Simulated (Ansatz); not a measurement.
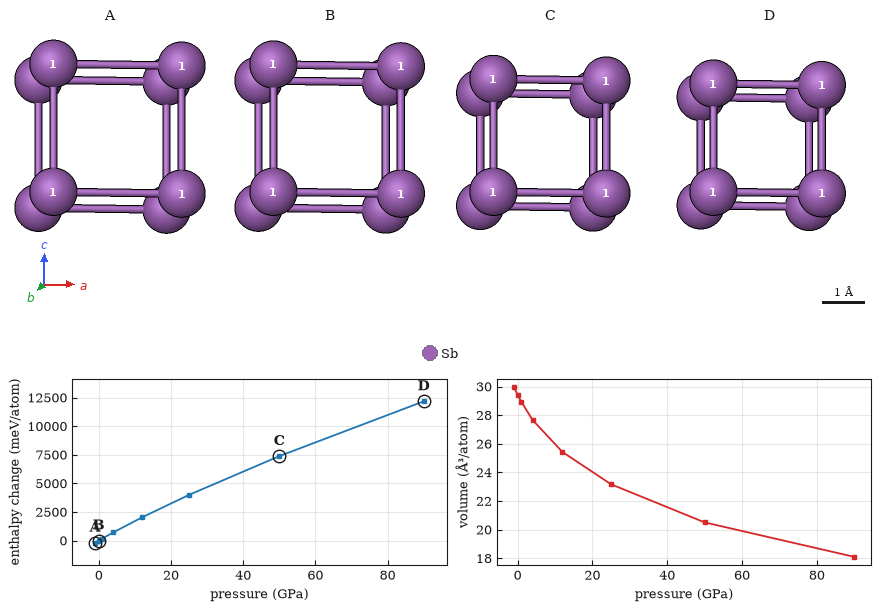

Members of a series of calculations on crystalline Sb (set up in Pm-3m), marked on the first curve. The picture is a ball-and-stick view of the cell of the calculation, seen from a free direction.

Computed with DFT r2SCAN, scalar-relativistic, plane waves, PAW (Ansatz). Settings: plane-wave cutoff 500 eV; occupations gaussian; smearing width 0.1 eV; no spin polarisation. The k-mesh is chosen for each cell (14×14×14, 16×16×16).

Describe the series.

Answer. The structure is relaxed at several pressures. A (pressure −1.0 GPa): enthalpy change −185 meV/atom, volume 29.96 Å³ per atom. B (pressure 0.0 GPa): enthalpy change 0.0 meV/atom, volume 29.43 Å³ per atom. C (pressure 50.0 GPa): enthalpy change 7383 meV/atom, volume 20.51 Å³ per atom. D (pressure 90.0 GPa): enthalpy change 12174 meV/atom, volume 18.10 Å³ per atom. The rest compares A with D. The volume changes by −39.6 %, with a = b = c 3.106 → 2.626 Å (−15.5 %). Some distances before and after: Sb–Sb 3.106 → 2.626 Å.
